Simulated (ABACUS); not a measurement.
## Band-structure run of SnO (part 2 of 2)

Continued. System: SnO (P4/nmm, 4 atoms in the cell). Method: Kohn-Sham DFT of a periodic cell, r2SCAN, SG15 ONCV 1.2 PBE, no spin polarisation (ABACUS 3.10.1); cutoff 1319.75 eV, 4×4×4 k-mesh, fermi-dirac of 0.05 eV. The structure derives from a Materials Project entry.

Geometry of the input (Å; fractional positions):
```
3.8137  0.0000  0.0000
0.0000  3.8137  0.0000
0.0000  0.0000  4.8869
Sn 0.5000  0.0000  0.7646
Sn 0.0000  0.5000  0.2354
O  0.0000  0.0000  0.0000
O  0.5000  0.5000  0.0000
```

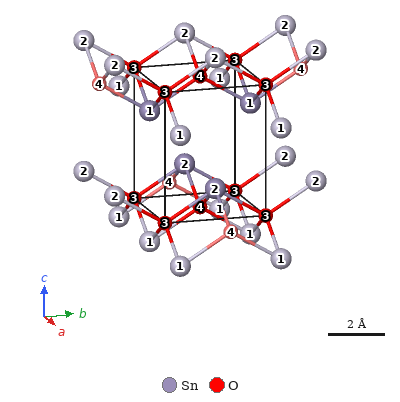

*The input geometry (ball-and-stick view of the cell of the calculation, seen slightly off an axis; neighbours outside the cell are drawn fainter; atoms are numbered from 1 in the order of the input). An atom can appear more than once, as a periodic image.*

**The program's output, continued**
```
 PW ALGORITHM --------------- ION=   1  ELEC=   3--------------------------------

 Density error is 0.0222073693768
                          Error Threshold = 0.00243986607897
----------------------------------------------------------
     Energy           Rydberg                 eV
----------------------------------------------------------
 E_KohnSham     -303.8190441947      -4133.6701619615
 E_Harris       -302.3508001796      -4113.6936773017
 E_Fermi        0.8044062019         10.9445078519
----------------------------------------------------------

 PW ALGORITHM --------------- ION=   1  ELEC=   4--------------------------------

 Density error is 0.00105596774101
                          Error Threshold = 5.55184234421e-05
----------------------------------------------------------
     Energy           Rydberg                 eV
----------------------------------------------------------
 E_KohnSham     -303.8262012706      -4133.7675389748
 E_Harris       -303.8347327509      -4133.8836157201
 E_Fermi        0.8128200569         11.0589842225
----------------------------------------------------------

 PW ALGORITHM --------------- ION=   1  ELEC=   5--------------------------------

 Density error is 0.000245613887637
                          Error Threshold = 2.63991935253e-06
----------------------------------------------------------
     Energy           Rydberg                 eV
----------------------------------------------------------
 E_KohnSham     -303.8265604254      -4133.7724255268
 E_Harris       -303.9664654052      -4135.6759304309
 E_Fermi        0.8159377325         11.1014023757
----------------------------------------------------------

 PW ALGORITHM --------------- ION=   1  ELEC=   6--------------------------------

 Density error is 7.18669262982e-06
                          Error Threshold = 6.14034719091e-07
----------------------------------------------------------
     Energy           Rydberg                 eV
----------------------------------------------------------
 E_KohnSham     -303.8266131914      -4133.7731434450
 E_Harris       -303.8152344967      -4133.6183283610
 E_Fermi        0.8148638216         11.0867910684
----------------------------------------------------------

 PW ALGORITHM --------------- ION=   1  ELEC=   7--------------------------------

 Density error is 6.29770991519e-07
                          Error Threshold = 1.79667315746e-08
----------------------------------------------------------
     Energy           Rydberg                 eV
----------------------------------------------------------
 E_KohnSham     -303.8266143945      -4133.7731598144
 E_Harris       -303.8210515030      -4133.6974727917
 E_Fermi        0.8149877610         11.0884773500
----------------------------------------------------------

 PW ALGORITHM --------------- ION=   1  ELEC=   8--------------------------------

 Density error is 1.05328451506e-08
                          Error Threshold = 1.5744274788e-09
----------------------------------------------------------
     Energy           Rydberg                 eV
----------------------------------------------------------
 E_KohnSham     -303.8266145416      -4133.7731618150
 E_Harris       -303.8275993054      -4133.7865602139
 E_Fermi        0.8150364287         11.0891395076
----------------------------------------------------------

 PW ALGORITHM --------------- ION=   1  ELEC=   9--------------------------------

 Density error is 1.2370323186e-09
                          Error Threshold = 2.63321128766e-11
----------------------------------------------------------
     Energy           Rydberg                 eV
----------------------------------------------------------
 E_KohnSham     -303.8266145469      -4133.7731618870
 E_KS(sigma->0) -303.8266101819      -4133.7731024982
 E_Harris       -303.8263958632      -4133.7701865434
 E_band         -10.8712968688       -147.9115820652
 E_one_elec     -102.0552438189      -1388.5328267157
 E_Hartree      74.5611105695        1014.4559529534
 E_xc           -42.2129423178       -574.3365448677
 E_Ewald        -234.1195302497      -3185.3596244793
 E_entropy(-TS) -0.0000087300        -0.0001187777
 E_descf        0.0000000000         0.0000000000
 E_exx          0.0000000000         0.0000000000
 E_Fermi        0.8150306513         11.0890609018
----------------------------------------------------------

 charge density convergence is achieved
 final etot is -4133.7731619 eV
 EFERMI = 11.089060902 eV
The vacuum level is 12.610441082 eV

 STATE ENERGY(eV) AND OCCUPATIONS    NSPIN == 1
 1/18 kpoint (Cartesian) = 0.0000 0.0000 0.0000 (1930 pws)
       1       -11.1658      0.0312500
       2       -10.5824      0.0312500
       3       -10.4174      0.0312500
       4       -10.4174      0.0312500
       5       -10.4148      0.0312500
       6       -10.3661      0.0312500
       7       -10.3643      0.0312500
       8       -10.3068      0.0312500
       9       -10.2750      0.0312500
      10       -10.2750      0.0312500
      11       -10.1727      0.0312500
      12       -7.55554      0.0312500
      13        3.03154      0.0312500
      14        4.01807      0.0312500
      15        4.62114      0.0312500
      16        4.62114      0.0312500
      17        7.45363      0.0312500
      18        7.72790      0.0312500
      19        7.72790      0.0312500
      20        10.8324      0.0310669
      21        13.1942    1.62264e-20
      22        15.5734    3.50348e-41
      23        16.0336    3.52819e-45
      24        16.0336    3.52819e-45
      25        16.9510    3.79121e-53
      26        16.9510    3.79121e-53
      27        18.2272    3.11530e-64
      28        19.0980    8.50713e-72
      29        22.0824        0.00000
      30        24.5829        0.00000

 2/18 kpoint (Cartesian) = 0.065553 0.0000 0.0000 (1947 pws)
       1       -11.1476       0.125000
       2       -10.8661       0.125000
       3       -10.4032       0.125000
       4       -10.4026       0.125000
       5       -10.3848       0.125000
       6       -10.3720       0.125000
       7       -10.3394       0.125000
       8       -10.3174       0.125000
       9       -10.2889       0.125000
      10       -10.2822       0.125000
      11       -9.59295       0.125000
      12       -7.83759       0.125000
      13        2.86873       0.125000
      14        3.97078       0.125000
      15        4.95022       0.125000
      16        5.02537       0.125000
      17        6.78335       0.125000
      18        7.20842       0.125000
      19        7.35323       0.125000
      20        10.3442       0.125000
      21        14.0751    1.44767e-27
      22        14.5774    6.26932e-32
      23        16.0054    2.47661e-44
      24        16.4068    8.08426e-48
      25        16.6850    3.10048e-50
      26        17.2265    6.13368e-55
      27        18.8041    1.21669e-68
      28        22.1556        0.00000
      29        22.9235        0.00000
      30        23.2675        0.00000

 3/18 kpoint (Cartesian) = 0.13111 0.0000 0.0000 (1960 pws)
       1       -11.0761      0.0625000
       2       -11.0753      0.0625000
       3       -10.3813      0.0625000
       4       -10.3811      0.0625000
       5       -10.3755      0.0625000
       6       -10.3752      0.0625000
       7       -10.3171      0.0625000
       8       -10.3168      0.0625000
       9       -10.2934      0.0625000
      10       -10.2933      0.0625000
      11       -8.63997      0.0625000
      12       -8.63783      0.0625000
      13        3.19079      0.0625000
      14        3.19092      0.0625000
      15        5.89421      0.0625000
      16        5.89486      0.0625000
      17        6.06012      0.0625000
      18        6.06134      0.0625000
      19        8.18898      0.0625000
      20        8.18952      0.0625000
      21        14.3197    5.43624e-30
      22        14.3200    5.39336e-30
      23        17.1834    7.26109e-55
      24        17.1840    7.17738e-55
      25        17.2905    8.52321e-56
      26        17.2910    8.43534e-56
      27        20.1429    1.43098e-80
      28        20.1429    1.43071e-80
      29        23.0336        0.00000
      30        23.0337        0.00000

 4/18 kpoint (Cartesian) = 0.065553 0.065553 0.0000 (1944 pws)
       1       -11.1455       0.125000
       2       -10.9804       0.125000
       3       -10.4090       0.125000
       4       -10.3794       0.125000
       5       -10.3746       0.125000
       6       -10.3742       0.125000
       7       -10.3218       0.125000
       8       -10.3083       0.125000
       9       -10.2811       0.125000
      10       -10.2651       0.125000
      11       -9.24502       0.125000
      12       -7.99044       0.125000
      13        2.35215       0.125000
      14        3.36968       0.125000
      15        4.86908       0.125000
      16        6.20860       0.125000
      17        6.44871       0.125000
      18        6.77884       0.125000
      19        8.13800       0.125000
      20        10.0757       0.125000
      21        13.2841    1.07452e-20
      22        14.2789    2.45727e-29
      23        15.3992    4.56782e-39
      24        15.7974    1.58761e-42
      25        17.5871    4.52689e-58
      26        17.8956    9.46430e-61
      27        19.5863    1.95310e-75
      28        20.1515    2.40942e-80
      29        22.9826        0.00000
      30        24.6660        0.00000

 5/18 kpoint (Cartesian) = 0.13111 0.065553 0.0000 (1950 pws)
       1       -11.1125       0.125000
       2       -11.1119       0.125000
       3       -10.3811       0.125000
       4       -10.3811       0.125000
       5       -10.3733       0.125000
       6       -10.3731       0.125000
       7       -10.2827       0.125000
       8       -10.2827       0.125000
       9       -10.2803       0.125000
      10       -10.2798       0.125000
      11       -8.53015       0.125000
      12       -8.52799       0.125000
      13        2.32639       0.125000
      14        2.32640       0.125000
      15        5.62216       0.125000
      16        5.62260       0.125000
      17        7.39074       0.125000
      18        7.39143       0.125000
      19        8.45261       0.125000
      20        8.45325       0.125000
      21        13.0602    9.45945e-19
      22        13.0605    9.39733e-19
      23        16.1297    2.06342e-45
      24        16.1298    2.05804e-45
      25        18.3569    9.32481e-65
      26        18.3571    9.28430e-65
      27        19.2155    3.24684e-72
      28        19.2156    3.24183e-72
      29        23.8568        0.00000
      30        23.8575        0.00000

 6/18 kpoint (Cartesian) = 0.13111 0.13111 0.0000 (1937 pws)
       1       -11.1519      0.0312500
       2       -11.1513      0.0312500
       3       -10.3929      0.0312500
       4       -10.3929      0.0312500
       5       -10.3423      0.0312500
       6       -10.3423      0.0312500
       7       -10.2713      0.0312500
       8       -10.2713      0.0312500
       9       -10.2558      0.0312500
      10       -10.2553      0.0312500
      11       -8.41636      0.0312500
      12       -8.41416      0.0312500
      13        1.64048      0.0312500
      14        1.64048      0.0312500
      15        5.72037      0.0312500
      16        5.72097      0.0312500
      17        8.42417      0.0312500
      18        8.42417      0.0312500
      19        8.82014      0.0312500
      20        8.82014      0.0312500
      21        11.3803    9.20041e-05
      22        11.3808    9.11509e-05
      23        15.8352    1.86411e-43
      24        15.8352    1.86411e-43
      25        18.5248    8.11391e-67
      26        18.5249    8.09062e-67
      27        19.6517    1.32058e-76
      28        19.6517    1.32058e-76
      29        22.4837        0.00000
      30        22.4844        0.00000

[... levels at 12 further k points ...]

------------------------------------------------------------------------------------------
 TOTAL-FORCE (eV/Angstrom)
------------------------------------------------------------------------------------------
                       Sn1         0.0000000000         0.0000000000         0.2435999307
                       Sn2         0.0000000000         0.0000000000        -0.2435999307
                        O1         0.0000000000         0.0000000000         0.0000000000
                        O2         0.0000000000         0.0000000000         0.0000000000
------------------------------------------------------------------------------------------

----------------------------------------------------------------
 TOTAL-STRESS (KBAR)
----------------------------------------------------------------
        -5.1778783010         0.0000000000         0.0000000000
         0.0000000000        -5.1778783010         0.0000000000
         0.0000000000         0.0000000000        -8.3938162967
----------------------------------------------------------------
 TOTAL-PRESSURE: -6.249858 KBAR

 --------------------------------------------
 !FINAL_ETOT_IS -4133.7731618870229795 eV
 --------------------------------------------
```

**Standard output**
```
ABACUS v3.10.1

               Atomic-orbital Based Ab-initio Computation at UStc

 dft_functional readin is: MGGA_X_R2SCAN+MGGA_C_R2SCAN
 dft_functional in pseudopot file is: PBE
 Please make sure this is what you need
 dft_functional readin is: MGGA_X_R2SCAN+MGGA_C_R2SCAN
 dft_functional in pseudopot file is: PBE
 Please make sure this is what you need

%%%%%%%%%%%%%%%%%%%%%%%%%%%%%%%%%%%%%%%%%%%%%%%%%%%%%%%%%%%%%%%%%%%%%%%%%%%%%%%%%%%%%%%%%%%%%%%%%%%%%%%%%
 Warning: the number of valence electrons in pseudopotential > 4 for Sn: [Kr] 4d10 5s2 5p2
 Pseudopotentials with additional electrons can yield (more) accurate outcomes, but may be less efficient.
 If you're confident that your chosen pseudopotential is appropriate, you can safely ignore this warning.
%%%%%%%%%%%%%%%%%%%%%%%%%%%%%%%%%%%%%%%%%%%%%%%%%%%%%%%%%%%%%%%%%%%%%%%%%%%%%%%%%%%%%%%%%%%%%%%%%%%%%%%%%

 UNIFORM GRID DIM        : 45 * 45 * 60
 UNIFORM GRID DIM(BIG)   : 45 * 45 * 60
func,idMGGA_X_R2SCAN 497
func,idMGGA_C_R2SCAN 498
 ---------------------------------------------------------
 Self-consistent calculations for electrons
 ---------------------------------------------------------
 SPIN    KPOINTS         PROCESSORS  THREADS
 1       18              4           4
 ---------------------------------------------------------
 Use plane wave basis
 ---------------------------------------------------------
 ELEMENT NATOM       XC
 Sn      2
 O       2
 ---------------------------------------------------------
 Initial plane wave basis and FFT box
 ---------------------------------------------------------
 -------------------------------------------
 SELF-CONSISTENT :
 -------------------------------------------
 START CHARGE      : atomic
 ITER       ETOT/eV          EDIFF/eV         DRHO         DKIN     TIME/s
 DA1     -4.12706237e+03   0.00000000e+00   9.7595e-01   5.3965e-01  16.34
 DA2     -4.13043100e+03  -3.36862135e+00   9.9127e-01   5.0029e-01   7.15
 DA3     -4.13367016e+03  -3.23916681e+00   2.2207e-02   9.0831e-02   6.00
 DA4     -4.13376754e+03  -9.73770133e-02   1.0560e-03   3.1301e-02   6.87
 DA5     -4.13377243e+03  -4.88655199e-03   2.4561e-04   4.6175e-03   7.70
 DA6     -4.13377314e+03  -7.17918153e-04   7.1867e-06   1.4193e-03   6.92
 DA7     -4.13377316e+03  -1.63694336e-05   6.2977e-07   2.5177e-04   7.22
 DA8     -4.13377316e+03  -2.00054700e-06   1.0533e-08   2.7424e-05   6.51
 DA9     -4.13377316e+03  -7.20556086e-08   1.2370e-09   2.7436e-05   8.21
----------------------------------------------------------------
 TOTAL-STRESS (KBAR)
----------------------------------------------------------------
        -5.1778783010         0.0000000000         0.0000000000
         0.0000000000        -5.1778783010         0.0000000000
         0.0000000000         0.0000000000        -8.3938162967
----------------------------------------------------------------
 TOTAL-PRESSURE: -6.249858 KBAR
```

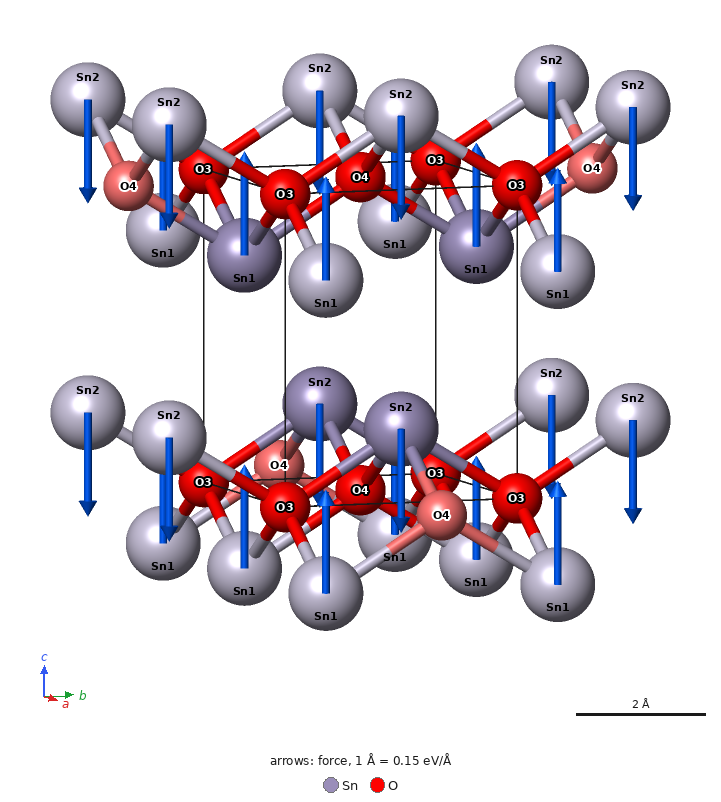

*Forces on the atoms as blue arrows (ball-and-stick view of the cell of the calculation, seen slightly off an axis; neighbours outside the cell are drawn fainter; atoms are numbered from 1 in the order of the input).*

The largest act on Sn1, Sn2 (0.24 eV/Å). The geometry is not a stationary point of this energy.
